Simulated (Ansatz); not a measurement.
Take the following structure.

```cif
data_structure
_symmetry_space_group_name_H-M 'P 1'
_symmetry_Int_Tables_number 1
_cell_length_a 13.8285
_cell_length_b 3.8459
_cell_length_c 6.3330
_cell_angle_alpha 90.000
_cell_angle_beta 96.773
_cell_angle_gamma 90.000
_cell_volume 334.46
loop_
_atom_site_label
_atom_site_type_symbol
_atom_site_fract_x
_atom_site_fract_y
_atom_site_fract_z
_atom_site_occupancy
Si1 Si 0.05553 0.00000 0.87396 1
Si2 Si 0.44447 0.50000 0.12604 1
Si3 Si 0.05900 0.50000 0.65340 1
Si4 Si 0.44100 0.00000 0.34660 1
Si5 Si 0.21274 0.00000 0.05731 1
Si6 Si 0.28726 0.50000 0.94269 1
Si7 Si 0.22711 0.50000 0.58558 1
Si8 Si 0.27289 0.00000 0.41442 1
Si9 Si 0.55553 0.50000 0.87396 1
Si10 Si 0.94447 0.00000 0.12604 1
Si11 Si 0.55900 0.00000 0.65340 1
Si12 Si 0.94100 0.50000 0.34660 1
Si13 Si 0.71274 0.50000 0.05731 1
Si14 Si 0.78726 0.00000 0.94269 1
Si15 Si 0.72711 0.00000 0.58558 1
Si16 Si 0.77289 0.50000 0.41442 1
```

Q: Say what kind of structure these coordinates give.

A: The element is silicon. Space group: C2/m (No. 12). Lattice: base-centred monoclinic. The cell holds 16 atoms. Si is coordinated by four Si at 2.32 to 2.41 Å. The bonds build a three-dimensional framework.

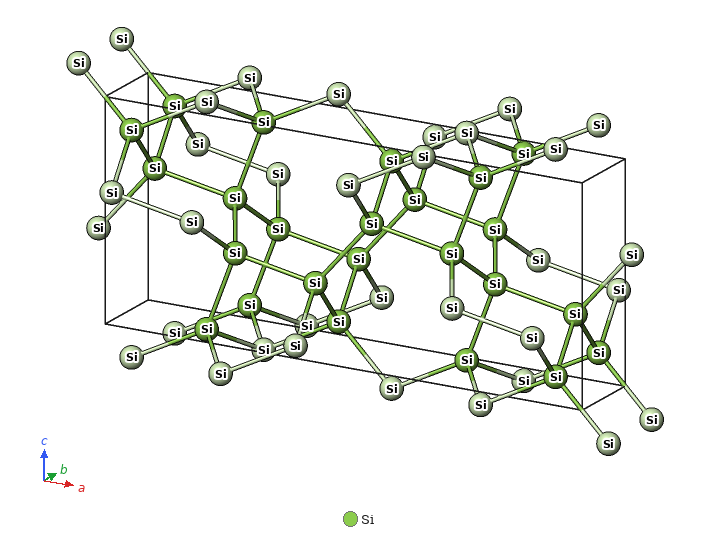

This ball-and-stick model is shown slightly off an axis. The frame is the conventional unit cell; atoms at its boundary are shown with their periodic copies. Atoms of adjacent cells appear where they bond to atoms in the box, in fainter colours.

Origin of the cell: a structure listed in the Materials Project. Earlier steps of the study may have refined or changed the cell and positions. It went into a calculation with Ansatz.
